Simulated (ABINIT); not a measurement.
MgI$_{2}$: oneshot calculation (part 1 of 4)

MgI$_{2}$ (P-3m1, 3 atoms in the cell), computed with Kohn-Sham DFT of a periodic cell, PBE, PseudoDojo NC SR PBE v0.4.1 standard, no spin polarisation (ABINIT 10.8.3).

The structure derives from an entry of the Crystallography Open Database.

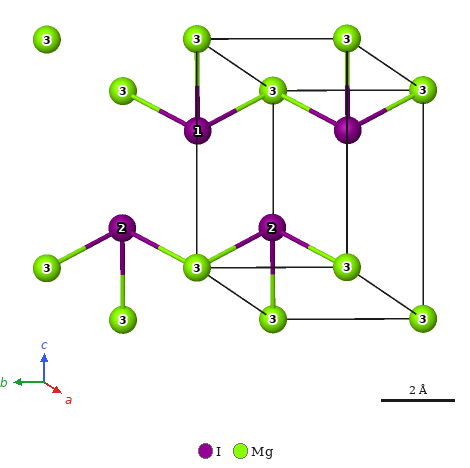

Fig. 1: The input geometry (ball-and-stick view of the cell of the calculation, repeated 1 × 2 × 1, seen at an oblique angle; atoms are numbered from 1 in the order of the input). An atom can appear more than once, as a periodic image. Near neighbours in the periodic cell (some may lie outside the picture): I has 3 Mg at 2.94 Å; Mg has 6 I at 2.94 Å.

The input:
```
ndtset 3

pp_dirpath "./"
pseudos "I.upf, Mg.upf"

acell 3*1.0 Angstrom
rprim
     4.1400000000     0.0000000000     0.0000000000
    -2.0700000000     3.5853451717     0.0000000000
     0.0000000000     0.0000000000     6.8800000000
ntypat 2
znucl 53 12
natom 3
typat 1 1 2
xred
            2/3            1/3            3/4
            1/3            2/3            1/4
            0.0            0.0            0.0

ecut 42.0

kptopt 1
ngkpt 5 5 2
nshiftk 1
shiftk 0.0 0.0 0.0
istwfk *1

ixc 11

occopt 1

nstep 80
diemac 6.0

iomode 3
prteig 0
prtebands 0

nband1 12
tolvrs1 1.0e-12
prtden1 1
prtwf1 0

iscf2 -2
getden2 1
nband2 24
nbdbuf2 4
tolwfr2 1.0e-12
nstep2 120
prtden2 0

optdriver3 4
getwfk3 2
nband3 20
ecutsigx3 42.0
ecutwfn3 42.0
symsigma3 1
gwcalctyp3 15
ixc_sigma3 -428
getden3 1
fftgw3 01
gw_qprange3 -16
```

Hardware: 1 thread of Arm Neoverse V2, 112 GiB of memory available, shared host.

Launched with:
```bash
abinit run.abi > log 2>&1
```

What the program printed:
```
.Version 10.8.3 of ABINIT
 DATASET    1 : space group P-3 m 1 (#164); Bravais hP (primitive hexag.)
================================================================================
 Values of the parameters that define the memory need for DATASET  1.
     intxc =       0    ionmov =       0      iscf =       7    lmnmax =       6
     lnmax =       6     mgfft =      80  mpssoang =       3    mqgrid =    3793
     natom =       3  nloc_mem =       1    nspden =       1   nspinor =       1
    nsppol =       1      nsym =      12    n1xccc =    2501    ntypat =       2
    occopt =       1   xclevel =       2
       mpw =        9014          nfft =      184320          nkpt =          10
================================================================================
================================================================================

 DATASET    2 : space group P-3 m 1 (#164); Bravais hP (primitive hexag.)
================================================================================
 Values of the parameters that define the memory need for DATASET  2.
     intxc =       0    ionmov =       0      iscf =      -2    lmnmax =       6
     lnmax =       6     mgfft =      80  mpssoang =       3    mqgrid =    3793
     natom =       3  nloc_mem =       1    nspden =       1   nspinor =       1
    nsppol =       1      nsym =      12    n1xccc =    2501    ntypat =       2
    occopt =       1   xclevel =       2
       mpw =        9014          nfft =      184320          nkpt =          10
================================================================================
================================================================================

 DATASET    3 : space group P-3 m 1 (#164); Bravais hP (primitive hexag.)
================================================================================
 Values of the parameters that define the memory need for DATASET  3.
     intxc =       0    ionmov =       0      iscf =       7    lmnmax =       6
     lnmax =       6     mgfft =      80  mpssoang =       3    mqgrid =    3793
     natom =       3  nloc_mem =       1    nspden =       1   nspinor =       1
    nsppol =       1      nsym =      12    n1xccc =    2501    ntypat =       2
    occopt =       1   xclevel =       2
       mpw =        9014          nfft =      184320          nkpt =          10
================================================================================
================================================================================

--------------------------------------------------------------------------------
------------- Echo of variables that govern the present computation ------------
--------------------------------------------------------------------------------
 -outvars: echo values of preprocessed input variables --------
            acell      1.8897261259E+00  1.8897261259E+00  1.8897261259E+00 Bohr
              amu      1.26904470E+02  2.43050000E+01
           diemac      6.00000000E+00
             ecut      4.20000000E+01 Hartree
         ecutsigx1     0.00000000E+00 Hartree
         ecutsigx2     0.00000000E+00 Hartree
         ecutsigx3     4.20000000E+01 Hartree
          ecutwfn1     0.00000000E+00 Hartree
          ecutwfn2     0.00000000E+00 Hartree
          ecutwfn3     4.20000000E+01 Hartree
            fftgw1         21
            fftgw2         21
            fftgw3          1
           getden1          0
           getden2          1
           getden3          1
           getwfk1          0
           getwfk2          0
           getwfk3          2
        gwcalctyp1          0
        gwcalctyp2          0
        gwcalctyp3         15
       gw_qprange1          0
       gw_qprange2          0
       gw_qprange3        -16
             iscf1          7
             iscf2         -2
             iscf3          7
              ixc          11
        ixc_sigma1          1
        ixc_sigma2          1
        ixc_sigma3       -428
           jdtset        1    2    3
         kptrlatt        5    0    0      0    5    0      0    0    2
          kptrlen      2.60026315E+01
            natom           3
            nband1         12
            nband2         24
            nband3         20
          nbandhf          12
           nbdbuf1          0
           nbdbuf2          4
           nbdbuf3          0
           ndtset           3
            ngfft          48      48      80
             nkpt          10
           nkpthf          50
          npwsigx1          0
          npwsigx2          0
          npwsigx3       8989
            nstep1         80
            nstep2        120
            nstep3         80
             nsym          12
           ntypat           2
        optdriver1          0
        optdriver2          0
        optdriver3          4
           prtden1          1
           prtden2          0
           prtden3          1
        prtebands           0
           prteig           0
            prtwf1          0
            prtwf2          1
            prtwf3          1
            rprim      4.1400000000E+00  0.0000000000E+00  0.0000000000E+00
                      -2.0700000000E+00  3.5853451717E+00  0.0000000000E+00
                       0.0000000000E+00  0.0000000000E+00  6.8800000000E+00
          spgroup         164
           tolvrs1     1.00000000E-12
           tolvrs2     0.00000000E+00
           tolvrs3     0.00000000E+00
           tolwfr1     0.00000000E+00
           tolwfr2     1.00000000E-12
           tolwfr3     0.00000000E+00
            typat      1  1  2
          usefock1          0
          usefock2          0
          usefock3          1
           xangst      2.0700000000E+00  1.1951150572E+00  5.1600000000E+00
                       6.9142976050E-18  2.3902301145E+00  1.7200000000E+00
                       0.0000000000E+00  0.0000000000E+00  0.0000000000E+00
            xcart      3.9117330806E+00  2.2584401471E+00  9.7509868097E+00
                       1.3066128826E-17  4.5168802942E+00  3.2503289366E+00
                       0.0000000000E+00  0.0000000000E+00  0.0000000000E+00
             xred      6.6666666667E-01  3.3333333333E-01  7.5000000000E-01
                       3.3333333333E-01  6.6666666667E-01  2.5000000000E-01
                       0.0000000000E+00  0.0000000000E+00  0.0000000000E+00
            znucl       53.00000   12.00000

================================================================================

 chkinp: Checking input parameters for consistency, jdtset=   1.

 chkinp: Checking input parameters for consistency, jdtset=   2.

 chkinp: Checking input parameters for consistency, jdtset=   3.

================================================================================
== DATASET  1 ==================================================================

--- !DatasetInfo
iteration_state: {dtset: 1, }
dimensions: {natom: 3, nkpt: 10, mband: 12, nsppol: 1, nspinor: 1, nspden: 1, mpw: 9014, }
cutoff_energies: {ecut:  42.0, pawecutdg:  -1.0, }
electrons: {nelect:   2.40000000E+01, charge:   0.00000000E+00, occopt:   1.00000000E+00, tsmear:   1.00000000E-02, }
meta: {optdriver: 0, ionmov: 0, optcell: 0, iscf: 7, paral_kgb: 0, }
...

 Exchange-correlation functional for the present dataset will be:
  GGA: Perdew-Burke-Ernzerhof functional - ixc=11
  J.P.Perdew, K.Burke, M.Ernzerhof, PRL 77, 3865 (1996)

 Real(R)+Recip(G) space primitive vectors, cartesian coordinates (Bohr,Bohr^-1):
 R(1)=  7.8234662  0.0000000  0.0000000  G(1)=  0.1278206  0.0737972  0.0000000
 R(2)= -3.9117331  6.7753204  0.0000000  G(2)=  0.0000000  0.1475945  0.0000000
 R(3)=  0.0000000  0.0000000 13.0013157  G(3)=  0.0000000  0.0000000  0.0769153
 Unit cell volume ucvol=  6.8915412E+02 bohr^3
 Angles (23,13,12)=  9.00000000E+01  9.00000000E+01  1.20000000E+02 degrees

 getcut: wavevector=  0.0000  0.0000  0.0000  ngfft=  48  48  80
         ecut(hartree)=     42.000   => boxcut(ratio)=   2.10306

--- Pseudopotential description ------------------------------------------------
- pspini: atom type   1  psp file is ./I.upf
  53.00000   7.00000  171031                  znucl, zion, pspdat
12 -101130 2 -1 1196                          pspcod,pspxc,lmax,lloc,mmax
     nproj     2     2     2

- pspini: atom type   2  psp file is ./Mg.upf
  12.00000  10.00000  171031                  znucl, zion, pspdat
12 -101130 1 -1 1510                          pspcod,pspxc,lmax,lloc,mmax
     nproj     2     2     0

   1.14168164E+03                                ecore*ucvol(ha*bohr**3)
--------------------------------------------------------------------------------

================================================================================

--- !BeginCycle
iteration_state: {dtset: 1, }
solver: {iscf: 7, nstep: 80, nline: 4, wfoptalg: 0, }
tolerances: {tolvrs: 1.00E-12, }
...

     iter   Etot(hartree)      deltaE(h)  residm     vres2
 ETOT  1  -85.263312529694    -8.526E+01 7.166E-01 1.135E+02
 ETOT  2  -85.385799076044    -1.225E-01 1.310E-06 6.950E+00
 ETOT  3  -85.386230669024    -4.316E-04 7.599E-06 5.105E-01
 ETOT  4  -85.386248498661    -1.783E-05 3.516E-07 3.161E-02
 ETOT  5  -85.386249871934    -1.373E-06 2.831E-08 1.473E-03
 ETOT  6  -85.386249911787    -3.985E-08 5.129E-10 3.030E-05
 ETOT  7  -85.386249912917    -1.130E-09 3.145E-11 6.984E-06
 ETOT  8  -85.386249913207    -2.904E-10 4.936E-12 2.589E-07
 ETOT  9  -85.386249913229    -2.194E-11 3.308E-13 1.311E-08
 ETOT 10  -85.386249913226     3.311E-12 3.189E-15 1.358E-10
 ETOT 11  -85.386249913224     2.160E-12 3.085E-17 4.443E-12
 ETOT 12  -85.386249913229    -5.372E-12 7.652E-19 6.161E-14

 At SCF step   12       vres2   =  6.16E-14 < tolvrs=  1.00E-12 =>converged.

 Cartesian components of stress tensor (hartree/bohr^3)
  sigma(1 1)= -3.17835061E-05  sigma(3 2)=  0.00000000E+00
  sigma(2 2)= -3.17835061E-05  sigma(3 1)=  0.00000000E+00
  sigma(3 3)= -1.02567467E-05  sigma(2 1)=  0.00000000E+00

--- !ResultsGS
iteration_state: {dtset: 1, }
comment   : Summary of ground state results
lattice_vectors:
- [  7.8234662,   0.0000000,   0.0000000, ]
- [ -3.9117331,   6.7753204,   0.0000000, ]
- [  0.0000000,   0.0000000,  13.0013157, ]
lattice_lengths: [   7.82347,    7.82347,   13.00132, ]
lattice_angles: [ 90.000,  90.000, 120.000, ] # degrees, (23, 13, 12)
lattice_volume:   6.8915412E+02
convergence: {deltae: -5.372E-12, res2:  6.161E-14, residm:  7.652E-19, diffor: null, }
etotal    :  -8.53862499E+01
entropy   :   0.00000000E+00
fermie    :   5.46577146E-02
cartesian_stress_tensor: # hartree/bohr^3
- [ -3.17835061E-05,   0.00000000E+00,   0.00000000E+00, ]
- [  0.00000000E+00,  -3.17835061E-05,   0.00000000E+00, ]
- [  0.00000000E+00,   0.00000000E+00,  -1.02567467E-05, ]
pressure_GPa:   7.2399E-01
xred      :
- [  6.6667E-01,   3.3333E-01,   7.5000E-01,  I]
- [  3.3333E-01,   6.6667E-01,   2.5000E-01,  I]
- [  0.0000E+00,   0.0000E+00,   0.0000E+00, Mg]
cartesian_forces: # hartree/bohr
- [  5.73625800E-30,  -9.93549031E-30,   4.56959617E-03, ]
- [ -2.86812900E-29,  -2.98064709E-29,  -4.56959617E-03, ]
- [  2.29450320E-29,   3.97419612E-29,  -0.00000000E+00, ]
force_length_stats: {min:   4.58900640E-29, max:   4.56959617E-03, mean:   3.04639745E-03, }
...

 Integrated electronic density in atomic spheres:
 ------------------------------------------------
 Atom  Sphere_radius  Integrated_density
    1        2.00000          2.87976193
    2        2.00000          2.87976193
    3        2.00000          8.22826585
================================================================================

 ----iterations are completed or convergence reached----

 Mean square residual over all n,k,spin=   19.926E-20; max=  76.523E-20
 reduced coordinates (array xred) for    3 atoms
       0.666666666667      0.333333333333      0.750000000000
       0.333333333333      0.666666666667      0.250000000000
       0.000000000000      0.000000000000      0.000000000000
 rms dE/dt=  2.8007E-02; max dE/dt=  5.9411E-02; dE/dt below (all hartree)
    1       0.000000000000      0.000000000000     -0.059410762648
    2       0.000000000000      0.000000000000      0.059410762648
    3       0.000000000000      0.000000000000      0.000000000000

 cartesian coordinates (angstrom) at end:
    1      2.07000000000000     1.19511505723333     5.16000000000000
    2      0.00000000000000     2.39023011446667     1.72000000000000
    3      0.00000000000000     0.00000000000000     0.00000000000000

 cartesian forces (hartree/bohr) at end:
    1      0.00000000000000    -0.00000000000000     0.00456959617066
    2     -0.00000000000000    -0.00000000000000    -0.00456959617066
    3      0.00000000000000     0.00000000000000    -0.00000000000000
 frms,max,avg= 2.1541283E-03 4.5695962E-03   0.000E+00  0.000E+00  0.000E+00 h/b

 cartesian forces (eV/Angstrom) at end:
    1      0.00000000000000    -0.00000000000000     0.23497808278658
    2     -0.00000000000000    -0.00000000000000    -0.23497808278658
    3      0.00000000000000     0.00000000000000    -0.00000000000000
 frms,max,avg= 1.1076973E-01 2.3497808E-01   0.000E+00  0.000E+00  0.000E+00 e/A
 length scales=  1.889726125908  1.889726125908  1.889726125908 bohr
              =  1.000000000000  1.000000000000  1.000000000000 angstroms
 Fermi (or HOMO) energy (hartree) =   0.05466   Average Vxc (hartree)=  -0.30687
 Eigenvalues (hartree) for nkpt=  10  k points:
 kpt#   1, nband= 12, wtk=  0.02000, kpt=  0.0000  0.0000  0.0000 (reduced coord)
  -2.71416   -1.49215   -1.49215   -1.49200   -0.38755   -0.36264   -0.07729    0.04133
   0.04133    0.05381    0.05466    0.05466
 prteigrs : prtvol=0 or 1, do not print more k-points.

--- !EnergyTerms
iteration_state     : {dtset: 1, }
comment             : Components of total free energy in Hartree
kinetic             :  4.02331173555470E+01
hartree             :  3.08330381526441E+01
xc                  : -1.59117632353415E+01
Ewald energy        : -4.11460405510449E+01
psp_core            :  1.65664197765309E+00
local_psp           : -8.68660886887157E+01
non_local_psp       : -1.41851549239713E+01
total_energy        : -8.53862499132293E+01
total_energy_eV     : -2.32347822648474E+03
band_energy         : -1.58817861159089E+01
...

 Cartesian components of stress tensor (hartree/bohr^3)
  sigma(1 1)= -3.17835061E-05  sigma(3 2)=  0.00000000E+00
  sigma(2 2)= -3.17835061E-05  sigma(3 1)=  0.00000000E+00
  sigma(3 3)= -1.02567467E-05  sigma(2 1)=  0.00000000E+00

-Cartesian components of stress tensor (GPa)         [Pressure=  7.2399E-01 GPa]
- sigma(1 1)= -9.35103033E-01  sigma(3 2)=  0.00000000E+00
- sigma(2 2)= -9.35103035E-01  sigma(3 1)=  0.00000000E+00
- sigma(3 3)= -3.01763906E-01  sigma(2 1)=  0.00000000E+00

================================================================================
== DATASET  2 ==================================================================

--- !DatasetInfo
iteration_state: {dtset: 2, }
dimensions: {natom: 3, nkpt: 10, mband: 24, nsppol: 1, nspinor: 1, nspden: 1, mpw: 9014, }
cutoff_energies: {ecut:  42.0, pawecutdg:  -1.0, }
electrons: {nelect:   2.40000000E+01, charge:   0.00000000E+00, occopt:   1.00000000E+00, tsmear:   1.00000000E-02, }
meta: {optdriver: 0, ionmov: 0, optcell: 0, iscf: -2, paral_kgb: 0, }
...

 mkfilename : getden/=0, take file _DEN from output of DATASET   1.

 Exchange-correlation functional for the present dataset will be:
  GGA: Perdew-Burke-Ernzerhof functional - ixc=11
  J.P.Perdew, K.Burke, M.Ernzerhof, PRL 77, 3865 (1996)

 Real(R)+Recip(G) space primitive vectors, cartesian coordinates (Bohr,Bohr^-1):
 R(1)=  7.8234662  0.0000000  0.0000000  G(1)=  0.1278206  0.0737972  0.0000000
 R(2)= -3.9117331  6.7753204  0.0000000  G(2)=  0.0000000  0.1475945  0.0000000
 R(3)=  0.0000000  0.0000000 13.0013157  G(3)=  0.0000000  0.0000000  0.0769153
 Unit cell volume ucvol=  6.8915412E+02 bohr^3
 Angles (23,13,12)=  9.00000000E+01  9.00000000E+01  1.20000000E+02 degrees

 getcut: wavevector=  0.0000  0.0000  0.0000  ngfft=  48  48  80
         ecut(hartree)=     42.000   => boxcut(ratio)=   2.10306
--------------------------------------------------------------------------------
```
